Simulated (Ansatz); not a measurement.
## Ta$_{2}$N: 8 runs along one coordinate

System: Ta$_{2}$N (P3m1, 3 atoms in the cell).
Method: DFT PBE, scalar-relativistic, plane waves, PAW, no spin polarisation (Ansatz 0.2.0).

The 8 runs differ only in the geometry, by a shift of atoms along one path in a fixed cell. The shift s is measured from run 5: N3 moves along the Cartesian direction (0.00, 0.00, 1.00), and Ta1 and Ta2 with it in fixed proportion. The structure derives from a Materials Project entry.

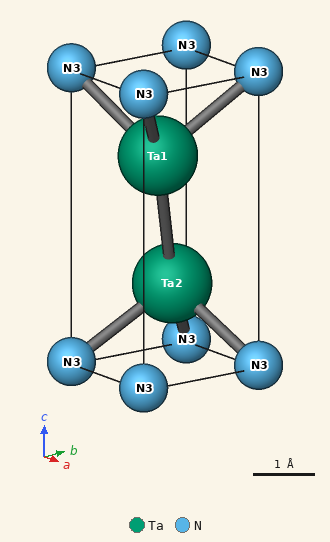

Figure 1. The structure of run 5 (ball-and-stick view of the cell of the calculation, seen slightly off an axis; atoms are numbered from 1 in the order of the input). An atom can appear more than once, as a periodic image.

**Input of run 5**
```yaml
crystal:
  lattice:
    - [3.1011400556, 0.0, 0.0]
    - [-1.5505700278, 2.6856660688, 0.0]
    - [0.0, 0.0, 4.8818900623]
  atoms:
    - { symbol: Ta, position: [0.6666666667, 0.3333333333, 0.744548264] }
    - { symbol: Ta, position: [0.3333333333, 0.6666666667, 0.2547381996] }
    - { symbol: "N", position: [0.0, 0.0, 0.0092177414] }
basis:
  ecutwfc: 420
kpoints:
  mp_grid: { grid: [18, 18, 10] }
hamiltonian:
  xc: pbe
scf:
  occupations: { method: gaussian, width: 0.15 }
output:
  forces: true
  stress: true
  eigenvalues: true
```

Command:
```bash
ansatz run input.yaml --threads 2 --pin off --max-ram 5120MiB --backend cpu --events-out ev --progress --plain --runs-dir out
```

Lattice vectors (Å) and fractional positions of run 5:
```
   3.101140    0.000000    0.000000
  -1.550570    2.685666    0.000000
   0.000000    0.000000    4.881890
Ta  0.666667  0.333333  0.744548
Ta  0.333333  0.666667  0.254738
N   0.000000  0.000000  0.009218
```

Run 3 differs from it as follows:
```diff
-    - { symbol: Ta, position: [0.6666666667, 0.3333333333, 0.744548264] }
-    - { symbol: Ta, position: [0.3333333333, 0.6666666667, 0.2547381996] }
-    - { symbol: "N", position: [0.0, 0.0, 0.0092177414] }
+    - { symbol: Ta, position: [0.6666666667, 0.3333333333, 0.7447861095] }
+    - { symbol: Ta, position: [0.3333333333, 0.6666666667, 0.2549760451] }
+    - { symbol: "N", position: [0.0, 0.0, 0.0030725805] }
```

**Results, with one run withheld**

```csv
run,shift s of N3 (Å),"free energy per atom, from the lowest run given (meV)",pressure (GPa),force along the path (eV/Å)
1,−0.1650,35.76,1.43,1.887
2,−0.1050,7.21,0.36,0.960
3,−0.0300,?,?,?
4,−0.0150,0.00,0.10,−0.482
5,0.0000,3.01,0.21,−0.721
6,0.0300,12.60,0.56,−1.196
7,0.0450,19.16,0.81,−1.430
8,0.0600,26.89,1.10,−1.660
```

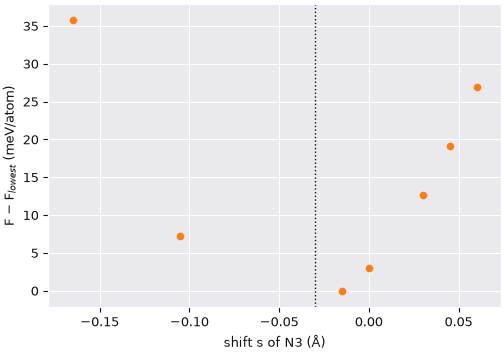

Figure 2. Free energy per atom of the runs given; the dotted line marks run 3.

Fit the runs given and predict run 3.

A cubic polynomial in the coordinate, fitted to the 7 runs given, misses them by at most 0.03 meV per atom. With x = s + 0.0214, it reads F = −0.87809 + 124.99 x + 2654.9 x² + 52.838 x³ (meV per atom). At run 3 it gives −1.76 meV per atom, and the run itself gives −1.81. The slope of the fit gives a force −dF/ds of −0.238 eV/Å along the path (summed over the atoms that move), and the printed forces give −0.241 eV/Å. The fit has its minimum at s = −0.0450 Å.

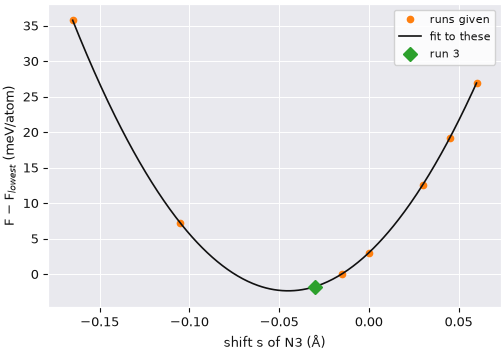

Figure 3. The fit and the withheld run.

**Output, shortened to warnings, some set-up lines, iterations and results (run 3)**
```
Basis set: ecut = 420 eV, 773 PW (Γ), exchange–correlation on 48×48×72 points (8 copies of the dense FFT grid, shifted against one another)
Symmetry: 6 space group operations
k-points: 330 of 3240 (time reversal used)
Initial density: superposition of atomic densities (neutral atoms: chi_scale 0, normalization atom), corrected by the library's trained network
[...]
SCF iter   1: F=—  HF=-20250.921624 eV  |F-HF|=—  |Δ(HF+E_count)|=         —  Δρ=5.19e-3  dr2=1.15e-2  ethr=1.77e-3  ⟨swp⟩=5.0  Hψ=28939  notcnv=0
SCF iter   2: F=—  HF=-20250.920133 eV  |F-HF|=—  |Δ(HF+E_count)|=   1.49e-3  Δρ=3.22e-3  dr2=4.66e-3  ethr=3.72e-5  ⟨swp⟩=1.0  Hψ=9240  notcnv=0
SCF iter   3: F=—  HF=-20250.919449 eV  |F-HF|=—  |Δ(HF+E_count)|=   6.84e-4  Δρ=7.80e-4  dr2=4.36e-4  ethr=1.50e-5  ⟨swp⟩=2.0  Hψ=7735  notcnv=0
SCF iter   4: F=—  HF=-20250.919362 eV  |F-HF|=—  |Δ(HF+E_count)|=   8.63e-5  Δρ=2.65e-4  dr2=2.26e-5  ethr=1.41e-6  ⟨swp⟩=2.0  Hψ=8809  notcnv=0
SCF iter   5: F=—  HF=-20250.919366 eV  |F-HF|=—  |Δ(HF+E_count)|=   3.32e-6  Δρ=5.10e-5  dr2=1.35e-6  ethr=7.28e-8  ⟨swp⟩=2.0  Hψ=8942  notcnv=0
SCF iter   6: F=-20250.919365 eV  HF=-20250.919366 eV  |F-HF|=3.91e-8  |Δ(HF+E_count)|=   1.47e-7  Δρ=1.56e-5  dr2=9.35e-8  ethr=3.23e-10  ⟨swp⟩=4.3  Hψ=27727  notcnv=0
SCF 1 converged in 6 iterations: F = -20250.919365 eV  dr2 = 9.35e-8
SCF converged after 6 iterations
Free energy (F): -20250.919365 eV
Harris-Foulkes:  -20250.919366 eV  (|F-HF|=3.91e-8)
Internal energy: -20250.905335 eV  (E = F + TS)
E sigma→0 (E₀):  -20250.912350 eV
Entropy (-TS):   -0.014031 eV (-4.677 meV/atom)
Fermi energy:    19.696394 eV
--- Per-component energies (eV) ---
  E_band       = -177.068658
  E_kinetic    = 864.447369
  E_local      = -1242.159668  (includes V_loc(G=0)·N_el)
  E_nonlocal   = 73.544373
  E_hartree    = 429.275700
  E_xc         = -498.160494
  E_vxc        = -486.077780  (∫ρ·V_xc dr)
  E_paw        = -16920.603225  (= ΣΔE_a)
  E_vpaw       = -245.373533  (= ΣTr[D̂ρ^β])
  E_aug_tail   = 0.000391  (compensation charges beyond the density's cutoff)
  E_ewald      = -2957.249782
  E_smearing   = -0.014031  (= −TS)
  E_closure    = -0.000000  (closes the sum)
  Σ components = -20250.919365   (vs F -20250.919365, Δ=0.00e0)
--- Forces (eV/Å), atoms counted from 1 ---
  atom   1  Ta     0.00000000    -0.00000000     0.12282304
  atom   2  Ta     0.00000000     0.00000000     0.10924622
  atom   3  N     -0.00000000    -0.00000000    -0.23193513
  max |Σ_I F_I| component: 1.34e-4 eV/Å
--- Stress (GPa, compression-positive) ---
        0.021404       0.000000      -0.000000
        0.000000       0.021404      -0.000000
       -0.000000      -0.000000       0.047696
  P = ⅓ Tr σ = 0.0302 GPa (0.302 kbar)
```

Notes: Spin–orbit coupling is left out, which matters for Ta. The cell holds an odd number of electrons but the run has no spin polarisation, so a band is left half filled.
